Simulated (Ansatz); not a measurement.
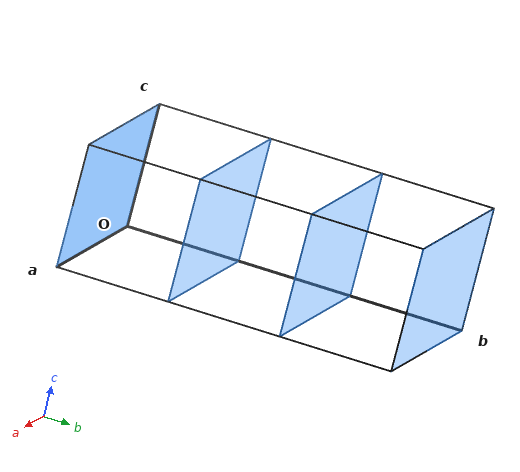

Every member of one family of equally spaced planes, hx + ky + lz = a whole number, that cuts the unit cell is shaded (one member passes through the origin O). Crystal: Tl, the input geometry of an electronic-structure calculation (not necessarily at equilibrium); the starting structure was generated, so it need not be a known form of this composition. Geometry calculated from the standardised cell; symmetry tolerance 0.002 Å.

a = 3.298 Å, b = 11.508 Å, c = 3.512 Å, α = 90.00°, β = 115.34°, γ = 90.00°.

What are the Miller indices?

(0 3 0); the opposite sign names the same planes. The member next to the origin meets the axes a never, b at 1/3, c never.

What is the spacing?

d = 3.836 Å.
